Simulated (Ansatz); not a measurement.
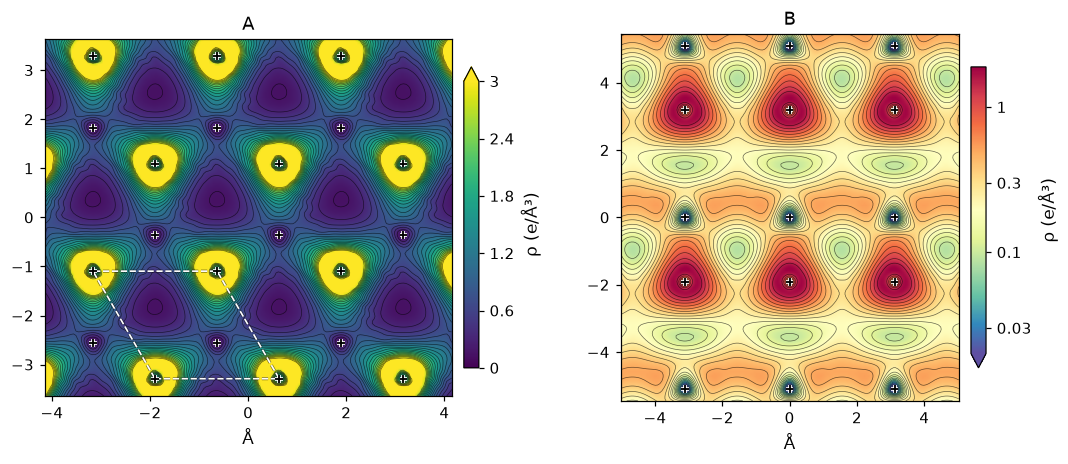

The valence pseudo-density of 2 systems, each on a plane through atoms (crosses mark nuclei in the plane).

Level of theory: Kohn-Sham DFT of a periodic cell, PBE, Ansatz NC (Ansatz 0.2.0).

System 1: SiC, the (100) plane of the conventional cell. Space group P6₃mc; a structure from a database of computed crystals, not necessarily the ambient phase; computed pressure about −4 GPa in this cell.

```yaml
crystal:
  lattice:
    - [3.11617, 0.00000, 0.00000]
    - [-1.55808, 2.69868, 0.00000]
    - [0.00000, 0.00000, 10.20317]
  atoms:
    - { symbol: Si, position: [0.00000, 0.00000, 0.18789] }
    - { symbol: Si, position: [0.00000, 0.00000, 0.68789] }
    - { symbol: Si, position: [0.33333, 0.66667, 0.43784] }
    - { symbol: Si, position: [0.66667, 0.33333, 0.93784] }
    - { symbol: C, position: [0.00000, 0.00000, 0.00046] }
    - { symbol: C, position: [0.00000, 0.00000, 0.50046] }
    - { symbol: C, position: [0.33333, 0.66667, 0.24980] }
    - { symbol: C, position: [0.66667, 0.33333, 0.74980] }
```

System 2: BN, the (001) plane of the conventional cell. Space group P6₃/mmc; computed pressure about −4 GPa in this cell.

Which map belongs to which system?

Answer. Panel A is system 2, BN: the plane holds N and B. B–N (1.46 Å): ρ at the midpoint is about 1.7 e/Å³. Panel B is system 1, SiC: the plane holds Si and C. Si–C (1.91 Å): the density is about 0.84 e/Å³ at the midpoint.
